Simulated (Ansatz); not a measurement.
## Electronic structure of Si3N2 in real space

```cif
data_structure
_symmetry_space_group_name_H-M 'P 1'
_symmetry_Int_Tables_number 1
_cell_length_a 11.4881
_cell_length_b 5.3438
_cell_length_c 4.7140
_cell_angle_alpha 90.000
_cell_angle_beta 90.000
_cell_angle_gamma 90.000
_cell_volume 289.39
loop_
_atom_site_label
_atom_site_type_symbol
_atom_site_fract_x
_atom_site_fract_y
_atom_site_fract_z
_atom_site_occupancy
Si1 Si 0.31758 0.67166 0.77893 1
Si2 Si 0.81758 0.17166 0.77893 1
Si3 Si 0.18242 0.17166 0.77893 1
Si4 Si 0.68242 0.67166 0.77893 1
Si5 Si 0.31758 0.32834 0.27893 1
Si6 Si 0.81758 0.82834 0.27893 1
Si7 Si 0.18242 0.82834 0.27893 1
Si8 Si 0.68242 0.32834 0.27893 1
Si9 Si 0.00000 0.61669 0.21516 1
Si10 Si 0.50000 0.11669 0.21516 1
Si11 Si 0.00000 0.38331 0.71516 1
Si12 Si 0.50000 0.88331 0.71516 1
N1 N 0.20893 0.87214 0.63998 1
N2 N 0.70893 0.37214 0.63998 1
N3 N 0.29107 0.37214 0.63998 1
N4 N 0.79107 0.87214 0.63998 1
N5 N 0.20893 0.12786 0.13998 1
N6 N 0.70893 0.62786 0.13998 1
N7 N 0.29107 0.62786 0.13998 1
N8 N 0.79107 0.12786 0.13998 1
```

Space group Cmc2₁; a generated structure, not necessarily the stable one; changed on purpose from its base cell (volume × 1.03, shape and atoms relaxed); computed pressure about −3 GPa in this cell.

These are results of DFT PBE, scalar-relativistic, plane waves, PAW (Ansatz 0.2.0), not measurements.

In a PAW calculation such maps are meaningful between the atoms, not at the nuclei.

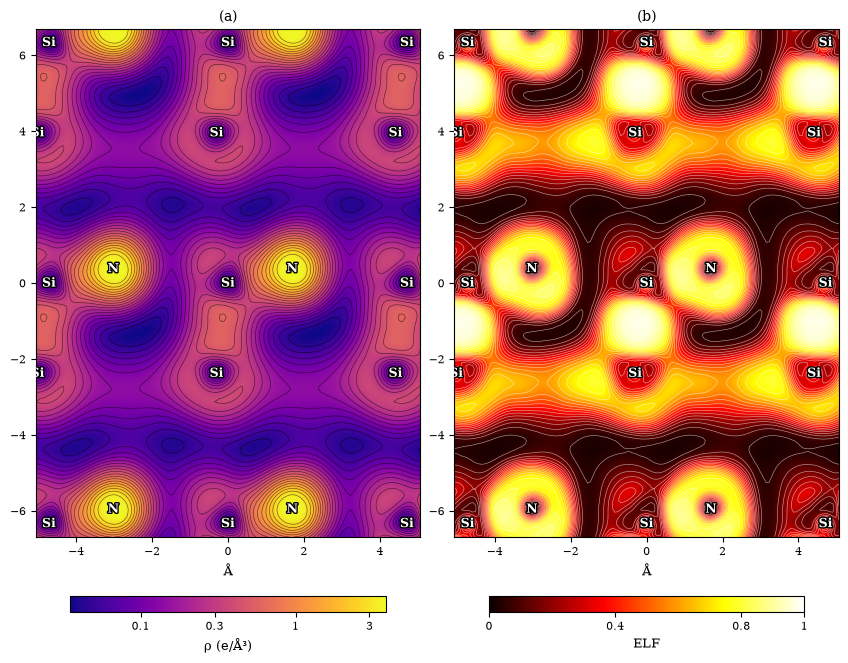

Figure 1. (a) valence charge density (pseudo); (b) electron localisation function on the (11̄0) plane of the conventional cell.

### Describe what can be read from this map.

- Atoms in the plane: Si and N.
- Si–N (1.74 Å): ρ is about 1.1 e/Å³ halfway; the ELF peaks at about 0.90 between the atoms: a polar covalent bond.
- Si–Si (2.40 Å): ρ at the midpoint is about 0.57 e/Å³; the ELF peaks at about 1 between the atoms, as expected for a covalent bond.
- Between the atoms the lowest density in this plane is 0.04 e/Å³.
- The ELF also peaks beside N, away from the bonds: lone-pair regions.

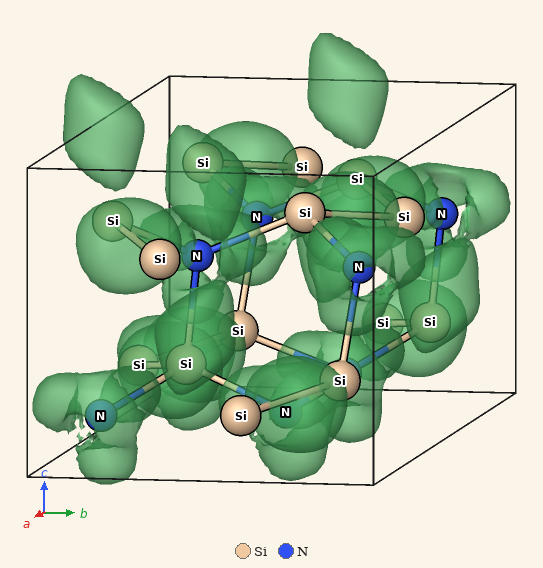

Figure 2. Isosurface of the ELF at 0.8 (green), seen slightly off an axis. Only the valence region is drawn (cores and ρ < 0.01 e/Å³ removed). Sticks mark near contacts.

### What do the ELF domains correspond to?

At this value the surface marks out eight regions between bonded Si–Si atoms (shared pairs), eight regions on N in which the atom's valence shell and bonds are merged and four pockets between the atoms, centred on no nucleus (multi-centre or interstitial), counted in one cell of 20 atoms. Regions shared between cells count once.

### Does the calculation give a band gap?

It is gapped, with a Kohn–Sham gap of 1.1 eV on the k-point mesh (the band edges may lie off the mesh, which would make the gap smaller).
